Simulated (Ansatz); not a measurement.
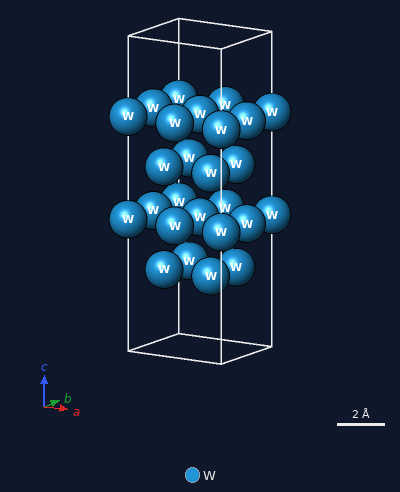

**Figure 1.** The structure as given in the input (spheres-only view of the cell of the calculation, with the vacuum cut short, seen slightly off an axis). An atom can appear more than once, as a periodic image.

# Geometry relaxation of W (part 1 of 3)

W (slab, 16 atoms in the cell), computed with DFT PBE+D3(BJ), scalar-relativistic, plane waves, PAW, no spin polarisation (Ansatz 0.2.0).

The structure derives from an entry of the Crystallography Open Database. The input holds or restrains some coordinates. Forces given for the steps count only the free coordinates. It belongs to a series of runs on one base structure; here: clean slab, lower half held.

Input file
```yaml
crystal:
  lattice:
    - [5.4721979601, 0.0, 0.0]
    - [-1.8240659867, 5.1592377141, 0.0]
    - [0.0, 0.0, 23.7020463869]
  atoms:
    - { symbol: W, position: [0.25, 0.25, 0.3586188239] }
    - { symbol: W, position: [0.25, 0.75, 0.3586188239] }
    - { symbol: W, position: [0.75, 0.25, 0.3586188239] }
    - { symbol: W, position: [0.75, 0.75, 0.3586188239] }
    - { symbol: W, position: [0.5, 0.5, 0.4528729413] }
    - { symbol: W, position: [0.5, 0.0, 0.4528729413] }
    - { symbol: W, position: [0.0, 0.5, 0.4528729413] }
    - { symbol: W, position: [0.0, 0.0, 0.4528729413] }
    - { symbol: W, position: [0.75, 0.75, 0.5471270587] }
    - { symbol: W, position: [0.75, 0.25, 0.5471270587] }
    - { symbol: W, position: [0.25, 0.75, 0.5471270587] }
    - { symbol: W, position: [0.25, 0.25, 0.5471270587] }
    - { symbol: W, position: [0.0, 0.0, 0.6413811761] }
    - { symbol: W, position: [0.0, 0.5, 0.6413811761] }
    - { symbol: W, position: [0.5, 0.0, 0.6413811761] }
    - { symbol: W, position: [0.5, 0.5, 0.6413811761] }
basis:
  ecutwfc: 420
kpoints:
  mp_grid: { grid: [6, 6, 1] }
hamiltonian:
  xc: pbe
  dispersion: d3bj
scf:
  occupations: { method: gaussian, width: 0.1 }
output:
  forces: true
  eigenvalues: true
  write_density: true
  write_potential: true
  elf: true
  volumetric_format: npy
relax:
  adjacent_minimum: "off"
  f_tol: 0.03
  max_steps: 70
  constraints: [{ sites: [0, 1, 2, 3, 4, 5, 6, 7] }]
efield:
  axis: 3
  dipole_correction: true
  ramp_width: 0.04
```

Run as:
```bash
ansatz run input.yaml --threads 2 --pin off --max-ram 5120MiB --backend cpu --events-out ev --progress --plain --runs-dir out
```

Output
```
Engine: ansatz 0.2.0, x86_64-unknown-linux-gnu
Pseudopotentials: kind: paw
Pseudopotential: W, paw, valence charge 14, recommended cutoff 420 eV (normal), W.paw.azcp
Functional definition: PBE
  parameter kappa = 0.804
  parameter beta = 0.06672455060314922
  exchange = pbe_x(kappa = kappa, mu = beta*pi^2/3)
  correlation = pbe_c(beta = beta)
Crystal: 16 atoms, lattice volume = 669.165 Å³
Basis set: ecut = 420 eV, 13103 PW (Γ), exchange–correlation on 80×80×320 points (8 copies of the dense FFT grid, shifted against one another)
Bands: 135, of which v1, the nominal top of the filled ones, is band 112 counted from 1 (111 counted from 0)
Symmetry: 16 space group operations
k-points: 13 of 36
Non-local potential: W, projectors of the file, l = 0: 3, l = 1: 2, l = 2: 2, l = 3: 1
PAW form: soft (Blöchl's): semilocal exchange-correlation on the pseudo side does not see the compensation charge
PAW one-centre angular grid: W, 590 points (default); XC on 64 Gauss nodes
Initial density: superposition of atomic densities (neutral atoms: chi_scale 0, normalization atom), corrected by the library's trained network
Initial wavefunctions: pseudopotential atomic-orbital guess
Functional: x = pbe(κ = 0.804, μ = 0.2195149727645171), c = pbe(β = 0.06672455060314922)
SCF iter   1: F=—  HF=-166153.969576 eV  |F-HF|=—  |Δ(HF+E_count)|=         —  Δρ=1.00e-2  dr2=8.04e0  ethr=1.77e-3  p=0.000 e·Å  D=1.42e-13 V/Å  ΔV_dip=-0.00 eV  dr2_dipole=5.18e-9  V_vac-E_F(+/−)=5.04/5.04 eV  ⟨swp⟩=9.4  Hψ=8877  notcnv=0
efield: sawtooth ramp at fractional position 0.9800 (placed from the atoms, in the widest stretch of the axis that holds none; the zero of the levels goes with the place), width 0.0400; the density the first Hamiltonian is built on has a dipole p = 0.000 e·Å; the dipole correction subtracts the counter field D = 1.42e-13 V/Å, which shifts the + side's vacuum level by -0.00 eV against the − side's; the planar-averaged density in the ramp window peaks in size at 1.7e-5 e/Å³
preconditioner: auto → LDOS  [metal: Δε(μ)=0.044 eV  Ē_g=4.589 eV  σ=0.100 eV  W_gap=0.24  n_scr=120 (ndim 8)  ℏωp=14.1 eV  f_vac=0.544  D(μ)=15.15/eV (n_scr^D=94)  β→1.0]
SCF iter   2: F=—  HF=-166153.599666 eV  |F-HF|=—  |Δ(HF+E_count)|=   3.70e-1  Δρ=2.72e-3  dr2=9.77e-2  ethr=1.77e-3  p=0.000 e·Å  D=6.27e-7 V/Å  ΔV_dip=-0.00 eV  dr2_dipole=2.15e-13  V_vac-E_F(+/−)=4.92/4.92 eV  ⟨swp⟩=2.4  Hψ=2136  notcnv=0  defer=119
SCF iter   3: F=—  HF=-166153.600090 eV  |F-HF|=—  |Δ(HF+E_count)|=   4.24e-4  Δρ=8.82e-4  dr2=2.45e-2  ethr=4.36e-5  p=-0.000 e·Å  D=-2.23e-7 V/Å  ΔV_dip=0.00 eV  dr2_dipole=4.40e-9  V_vac-E_F(+/−)=4.89/4.89 eV  ⟨swp⟩=3.8  Hψ=3709  notcnv=0  defer=167
SCF iter   4: F=—  HF=-166153.598759 eV  |F-HF|=—  |Δ(HF+E_count)|=   1.33e-3  Δρ=2.25e-4  dr2=1.23e-3  ethr=1.10e-5  p=-0.000 e·Å  D=-9.75e-9 V/Å  ΔV_dip=0.00 eV  dr2_dipole=1.70e-9  V_vac-E_F(+/−)=4.89/4.89 eV  ⟨swp⟩=2.0  Hψ=2131  notcnv=0  defer=167
SCF iter   5: F=—  HF=-166153.598904 eV  |F-HF|=—  |Δ(HF+E_count)|=   1.45e-4  Δρ=7.89e-5  dr2=9.12e-5  ethr=5.47e-7  p=-0.000 e·Å  D=-8.20e-8 V/Å  ΔV_dip=0.00 eV  dr2_dipole=7.26e-10  V_vac-E_F(+/−)=4.88/4.88 eV  ⟨swp⟩=3.7  Hψ=3483  notcnv=0  defer=140
SCF iter   6: F=-166153.598918 eV  HF=-166153.598917 eV  |F-HF|=8.97e-7  |Δ(HF+E_count)|=   1.30e-5  Δρ=2.20e-5  dr2=8.86e-6  ethr=1.00e-8  p=-0.000 e·Å  D=-7.53e-10 V/Å  ΔV_dip=0.00 eV  dr2_dipole=1.17e-10  V_vac-E_F(+/−)=4.88/4.88 eV  ⟨swp⟩=25.2  Hψ=22058  notcnv=0
SCF 1 converged in 6 iterations: F = -166153.598918 eV  dr2 = 8.86e-6
  greatest PAW one-centre occupation: 1.000 electrons in one spin orbital (limit 2), on the W atom at site 3 (counted from 0), in its partial waves of l = 0
relax step   1: F+E_penalty+E_count = -166153.59891823 eV  Δ(F+E_penalty+E_count) = +0.000e0 eV  max|allowed force component| = 5.881e-1 eV/Å  Δτ_max = 0.0000 Å  (6 SCF iters, dr2 threshold 2.25e-5 eV, accepted)
Initial density: handed on by an earlier stage of this run
Initial wavefunctions: those handed on with the density
iter 1 solved again at ethr=8.83e-4 eV; its pass at ethr=3.10e-3 eV (dr2=1.98e0 eV) is discarded
SCF iter   1: F=—  HF=-166153.549341 eV  |F-HF|=—  |Δ(HF+E_count)|=         —  Δρ=9.54e-3  dr2=2.03e0  ethr=8.83e-4  p=-0.000 e·Å  D=-2.15e-7 V/Å  ΔV_dip=0.00 eV  dr2_dipole=2.03e-2  V_vac-E_F(+/−)=4.90/4.90 eV  ⟨swp⟩=2.0  Hψ=6491  notcnv=0  defer=99
efield: sawtooth ramp at fractional position 0.9800 (handed on by an earlier solve), width 0.0400; the density the first Hamiltonian is built on has a dipole p = -0.000 e·Å; the dipole correction subtracts the counter field D = -2.15e-7 V/Å, which shifts the + side's vacuum level by +0.00 eV against the − side's; the planar-averaged density in the ramp window peaks in size at 1.3e-6 e/Å³
preconditioner: auto → LDOS  [metal: Δε(μ)=0.006 eV  Ē_g=4.685 eV  σ=0.100 eV  W_gap=0.03  n_scr=120 (ndim 8)  ℏωp=14.1 eV  f_vac=0.552  D(μ)=13.90/eV (n_scr^D=80)  β→1.0]
SCF iter   2: F=—  HF=-166153.440593 eV  |F-HF|=—  |Δ(HF+E_count)|=   1.09e-1  Δρ=5.98e-3  dr2=1.06e0  ethr=8.83e-4  p=0.044 e·Å  D=1.18e-2 V/Å  ΔV_dip=-0.28 eV  dr2_dipole=5.30e-2  V_vac-E_F(+/−)=4.65/4.93 eV  ⟨swp⟩=3.2  Hψ=3067  notcnv=0  defer=99
SCF iter   3: F=—  HF=-166153.309803 eV  |F-HF|=—  |Δ(HF+E_count)|=   1.31e-1  Δρ=1.59e-3  dr2=5.51e-2  ethr=4.72e-4  p=0.031 e·Å  D=8.33e-3 V/Å  ΔV_dip=-0.20 eV  dr2_dipole=5.35e-3  V_vac-E_F(+/−)=4.73/4.93 eV  ⟨swp⟩=2.1  Hψ=2727  notcnv=0  defer=136
SCF iter   4: F=—  HF=-166153.300204 eV  |F-HF|=—  |Δ(HF+E_count)|=   9.60e-3  Δρ=5.35e-4  dr2=5.83e-3  ethr=2.46e-5  p=0.037 e·Å  D=9.89e-3 V/Å  ΔV_dip=-0.23 eV  dr2_dipole=3.72e-4  V_vac-E_F(+/−)=4.70/4.93 eV  ⟨swp⟩=3.0  Hψ=3272  notcnv=0  defer=159
SCF iter   5: F=—  HF=-166153.300708 eV  |F-HF|=—  |Δ(HF+E_count)|=   5.04e-4  Δρ=1.85e-4  dr2=2.87e-4  ethr=2.60e-6  p=0.039 e·Å  D=1.05e-2 V/Å  ΔV_dip=-0.25 eV  dr2_dipole=1.28e-5  V_vac-E_F(+/−)=4.68/4.93 eV  ⟨swp⟩=2.2  Hψ=2270  notcnv=0  defer=159
SCF iter   6: F=—  HF=-166153.300895 eV  |F-HF|=—  |Δ(HF+E_count)|=   1.87e-4  Δρ=6.50e-5  dr2=3.28e-5  ethr=1.28e-7  p=0.039 e·Å  D=1.06e-2 V/Å  ΔV_dip=-0.25 eV  dr2_dipole=8.26e-8  V_vac-E_F(+/−)=4.68/4.93 eV  ⟨swp⟩=2.8  Hψ=2884  notcnv=0  defer=161
SCF iter   7: F=-166153.300940 eV  HF=-166153.300937 eV  |F-HF|=2.35e-6  |Δ(HF+E_count)|=   4.18e-5  Δρ=2.03e-5  dr2=3.84e-6  ethr=9.65e-9  p=0.039 e·Å  D=1.07e-2 V/Å  ΔV_dip=-0.25 eV  dr2_dipole=2.13e-8  V_vac-E_F(+/−)=4.68/4.93 eV  ⟨swp⟩=25.5  Hψ=20915  notcnv=0
SCF 2 converged in 7 iterations: F = -166153.300940 eV  dr2 = 3.84e-6
  Residual-converged pass: ⟨swp⟩=1.0  Hψ=1807  notcnv=0  max |occ|·‖R‖ = 7.0e-9 eV (tolerance 1.0e-8 eV)  dr2=3.84e-6  dr2_onsite=4.60e-8  max |Δocc| = 1.8e-10
relax step   2: F+E_penalty+E_count = -166153.30093953 eV  Δ(F+E_penalty+E_count) = +2.980e-1 eV  max|allowed force component| = 1.511e0 eV/Å  Δτ_max = 0.1569 Å  (7 SCF iters, dr2 threshold 2.16e-5 eV, rejected (line search))
iter 1 solved again at ethr=3.82e-4 eV; its pass at ethr=3.10e-3 eV (dr2=8.55e-1 eV) is discarded
SCF iter   1: F=—  HF=-166153.752786 eV  |F-HF|=—  |Δ(HF+E_count)|=         —  Δρ=5.95e-3  dr2=8.16e-1  ethr=3.82e-4  p=0.039 e·Å  D=1.07e-2 V/Å  ΔV_dip=-0.25 eV  dr2_dipole=2.63e-2  V_vac-E_F(+/−)=4.67/4.93 eV  ⟨swp⟩=2.0  Hψ=5762  notcnv=0  defer=137
efield: sawtooth ramp at fractional position 0.9800 (handed on by an earlier solve), width 0.0400; the density the first Hamiltonian is built on has a dipole p = 0.039 e·Å; the dipole correction subtracts the counter field D = 1.07e-2 V/Å, which shifts the + side's vacuum level by -0.25 eV against the − side's; the planar-averaged density in the ramp window peaks in size at 2.6e-6 e/Å³
preconditioner: auto → LDOS  [metal: Δε(μ)=0.035 eV  Ē_g=4.584 eV  σ=0.100 eV  W_gap=0.20  n_scr=120 (ndim 8)  ℏωp=14.1 eV  f_vac=0.544  D(μ)=15.78/eV (n_scr^D=98)  β→1.0]
SCF iter   2: F=—  HF=-166153.696469 eV  |F-HF|=—  |Δ(HF+E_count)|=   5.63e-2  Δρ=3.39e-3  dr2=2.81e-1  ethr=3.64e-4  p=0.013 e·Å  D=3.58e-3 V/Å  ΔV_dip=-0.08 eV  dr2_dipole=5.98e-3  V_vac-E_F(+/−)=4.82/4.90 eV  ⟨swp⟩=3.2  Hψ=2905  notcnv=0  defer=137
SCF iter   3: F=—  HF=-166153.661200 eV  |F-HF|=—  |Δ(HF+E_count)|=   3.53e-2  Δρ=1.02e-3  dr2=2.83e-2  ethr=1.26e-4  p=0.021 e·Å  D=5.67e-3 V/Å  ΔV_dip=-0.13 eV  dr2_dipole=4.51e-3  V_vac-E_F(+/−)=4.77/4.90 eV  ⟨swp⟩=2.5  Hψ=2768  notcnv=0  defer=139
SCF iter   4: F=—  HF=-166153.656332 eV  |F-HF|=—  |Δ(HF+E_count)|=   4.87e-3  Δρ=2.83e-4  dr2=3.05e-3  ethr=1.26e-5  p=0.017 e·Å  D=4.69e-3 V/Å  ΔV_dip=-0.11 eV  dr2_dipole=1.00e-3  V_vac-E_F(+/−)=4.79/4.90 eV  ⟨swp⟩=3.1  Hψ=3046  notcnv=0  defer=141
SCF iter   5: F=—  HF=-166153.656535 eV  |F-HF|=—  |Δ(HF+E_count)|=   2.03e-4  Δρ=1.00e-4  dr2=2.16e-4  ethr=1.36e-6  p=0.016 e·Å  D=4.24e-3 V/Å  ΔV_dip=-0.10 eV  dr2_dipole=2.34e-5  V_vac-E_F(+/−)=4.80/4.90 eV  ⟨swp⟩=2.0  Hψ=2319  notcnv=0  defer=141
SCF iter   6: F=—  HF=-166153.656558 eV  |F-HF|=—  |Δ(HF+E_count)|=   2.28e-5  Δρ=3.37e-5  dr2=5.85e-6  ethr=9.67e-8  p=0.016 e·Å  D=4.25e-3 V/Å  ΔV_dip=-0.10 eV  dr2_dipole=1.83e-7  V_vac-E_F(+/−)=4.80/4.90 eV  ⟨swp⟩=2.5  Hψ=2348  notcnv=0  defer=141
SCF iter   7: F=—  HF=-166153.656825 eV  |F-HF|=—  |Δ(HF+E_count)|=   2.67e-4  Δρ=1.47e-5  dr2=1.36e-6  ethr=2.61e-9  p=0.016 e·Å  D=4.24e-3 V/Å  ΔV_dip=-0.10 eV  dr2_dipole=5.20e-9  V_vac-E_F(+/−)=4.80/4.90 eV  ⟨swp⟩=3.0  Hψ=3312  notcnv=0  defer=166
SCF iter   8: F=—  HF=-166153.656827 eV  |F-HF|=—  |Δ(HF+E_count)|=   2.50e-6  Δρ=4.28e-6  dr2=2.71e-7  ethr=6.08e-10  p=0.016 e·Å  D=4.24e-3 V/Å  ΔV_dip=-0.10 eV  dr2_dipole=9.20e-8  V_vac-E_F(+/−)=4.80/4.90 eV  ⟨swp⟩=2.4  Hψ=2358  notcnv=0  defer=166
SCF iter   9: F=-166153.656828 eV  HF=-166153.656828 eV  |F-HF|=3.43e-9  |Δ(HF+E_count)|=   2.67e-7  Δρ=1.23e-6  dr2=2.51e-8  ethr=4.46e-11  p=0.016 e·Å  D=4.25e-3 V/Å  ΔV_dip=-0.10 eV  dr2_dipole=6.70e-9  V_vac-E_F(+/−)=4.80/4.90 eV  ⟨swp⟩=22.1  Hψ=16374  notcnv=0
SCF 3 converged in 9 iterations: F = -166153.656828 eV  dr2 = 2.51e-8
relax step   3: F+E_penalty+E_count = -166153.65682777 eV  Δ(F+E_penalty+E_count) = -5.791e-2 eV  max|allowed force component| = 1.700e-1 eV/Å  Δτ_max = 0.0614 Å  (9 SCF iters, accepted)
SCF iter   1: F=—  HF=-166153.664126 eV  |F-HF|=—  |Δ(HF+E_count)|=         —  Δρ=8.40e-4  dr2=1.62e-2  ethr=8.02e-5  p=0.016 e·Å  D=4.25e-3 V/Å  ΔV_dip=-0.10 eV  dr2_dipole=4.62e-4  V_vac-E_F(+/−)=4.80/4.90 eV  ⟨swp⟩=2.4  Hψ=2848  notcnv=0  defer=70
efield: sawtooth ramp at fractional position 0.9800 (handed on by an earlier solve), width 0.0400; the density the first Hamiltonian is built on has a dipole p = 0.016 e·Å; the dipole correction subtracts the counter field D = 4.25e-3 V/Å, which shifts the + side's vacuum level by -0.10 eV against the − side's; the planar-averaged density in the ramp window peaks in size at 2.2e-6 e/Å³
preconditioner: auto → LDOS  [metal: Δε(μ)=0.003 eV  Ē_g=4.582 eV  σ=0.100 eV  W_gap=0.02  n_scr=120 (ndim 8)  ℏωp=14.1 eV  f_vac=0.544  D(μ)=16.30/eV (n_scr^D=98)  β→1.0]
SCF iter   2: F=—  HF=-166153.662897 eV  |F-HF|=—  |Δ(HF+E_count)|=   1.23e-3  Δρ=4.86e-4  dr2=6.67e-3  ethr=7.24e-6  p=0.012 e·Å  D=3.22e-3 V/Å  ΔV_dip=-0.08 eV  dr2_dipole=3.17e-4  V_vac-E_F(+/−)=4.82/4.90 eV  ⟨swp⟩=3.0  Hψ=2776  notcnv=0  defer=71
SCF iter   3: F=—  HF=-166153.662224 eV  |F-HF|=—  |Δ(HF+E_count)|=   6.73e-4  Δρ=1.55e-4  dr2=7.36e-4  ethr=2.98e-6  p=0.013 e·Å  D=3.51e-3 V/Å  ΔV_dip=-0.08 eV  dr2_dipole=1.51e-4  V_vac-E_F(+/−)=4.81/4.90 eV  ⟨swp⟩=3.0  Hψ=2929  notcnv=0  defer=71
SCF iter   4: F=—  HF=-166153.662398 eV  |F-HF|=—  |Δ(HF+E_count)|=   1.74e-4  Δρ=4.25e-5  dr2=7.31e-5  ethr=3.29e-7  p=0.012 e·Å  D=3.37e-3 V/Å  ΔV_dip=-0.08 eV  dr2_dipole=2.65e-5  V_vac-E_F(+/−)=4.82/4.90 eV  ⟨swp⟩=2.8  Hψ=2651  notcnv=0  defer=71
SCF iter   5: F=—  HF=-166153.662407 eV  |F-HF|=—  |Δ(HF+E_count)|=   8.55e-6  Δρ=1.60e-5  dr2=5.77e-6  ethr=3.27e-8  p=0.012 e·Å  D=3.32e-3 V/Å  ΔV_dip=-0.08 eV  dr2_dipole=2.10e-7  V_vac-E_F(+/−)=4.82/4.90 eV  ⟨swp⟩=2.1  Hψ=2393  notcnv=0  defer=71
SCF iter   6: F=-166153.662408 eV  HF=-166153.662407 eV  |F-HF|=4.23e-7  |Δ(HF+E_count)|=   6.42e-7  Δρ=5.60e-6  dr2=1.58e-7  ethr=8.06e-10  p=0.012 e·Å  D=3.33e-3 V/Å  ΔV_dip=-0.08 eV  dr2_dipole=3.27e-9  V_vac-E_F(+/−)=4.82/4.90 eV  ⟨swp⟩=21.6  Hψ=17766  notcnv=0
SCF 4 converged in 6 iterations: F = -166153.662408 eV  dr2 = 1.58e-7
```
